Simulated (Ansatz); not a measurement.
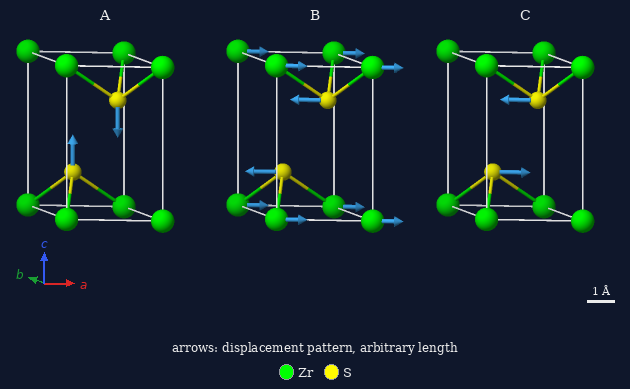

Three optical modes of a crystal of ZrS2 at the zone centre, in no order (one member of each degenerate set). The blue arrows are the displacements of the atoms (eigenvector over the root of the mass), of arbitrary overall length and sign. Style: ball-and-stick. Shown: the cell of the calculation, slightly off an axis.

The calculation used Ansatz 0.2.0, DFT PBE+D3(BJ), scalar-relativistic, plane waves, PAW. Settings: plane-wave cutoff 420 eV; k-point mesh 12 × 12 × 6; occupations gaussian; smearing width 0.05 eV; no spin polarisation.

Frequencies are those without the non-analytic (LO–TO) term.

> Rank the modes by frequency, softest first.

B (161 cm⁻¹), C (251 cm⁻¹), A (320 cm⁻¹). B, E_u: The S sublattice moves against the Zr sublattice, along a; the kinetic energy is shared as S 59 %, Zr 41 %. C, E_g: The Zr atoms stay at rest; all motion is along a; atoms of one kind move against one another, with no net shift of their sublattice. A, A₁g: The Zr atoms stay at rest; all motion is along c; atoms of one kind move against one another, with no net shift of their sublattice.
